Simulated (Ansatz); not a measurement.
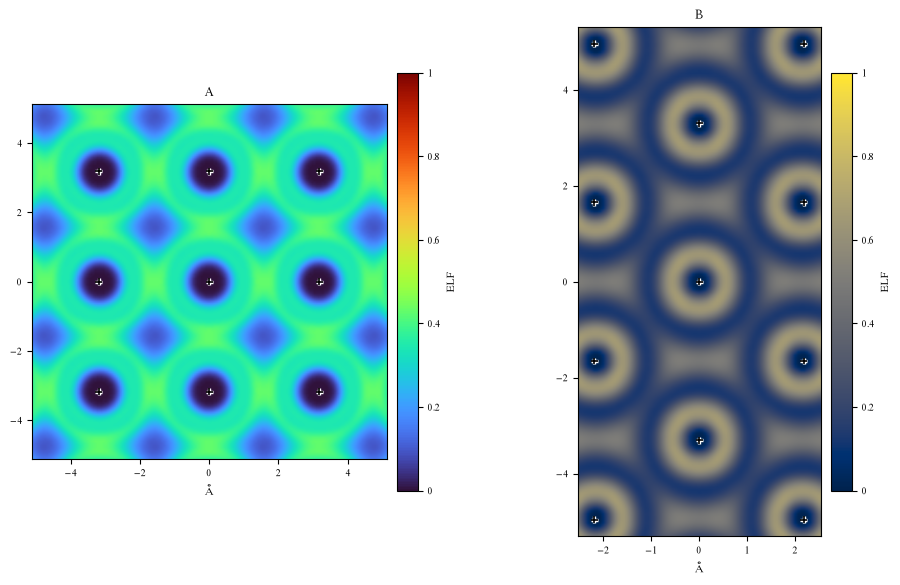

The ELF of 2 systems, each on a plane through atoms (crosses mark nuclei in the plane).

Method: DFT PBEsol, scalar-relativistic, plane waves, PAW in Ansatz.

System 1: Sn, the (001) plane of the conventional cell. Space group I4/mmm; computed pressure about −4 GPa in this cell.

```
Sn
1.0
     3.18150    0.00000    0.00000
     0.00000    3.18150    0.00000
     0.00000    0.00000    5.83130
Sn
2
Direct
  0.00000 0.00000 0.00000
  0.50000 0.50000 0.50000
```

System 2: Ti, the (011̄) plane of the conventional cell. Space group R-3m; computed pressure about −6 GPa in this cell; computed without spin polarisation.

Q: Match each panel to its system.

A: Panel A is system 1, Sn: the plane holds Sn. Sn–Sn (3.18 Å): the ELF is about 0.45 at the midpoint. Panel B is system 2, Ti: the plane holds Ti. Ti–Ti (2.74 Å): the ELF is about 0.20 at the midpoint: no localised pair shows between them.
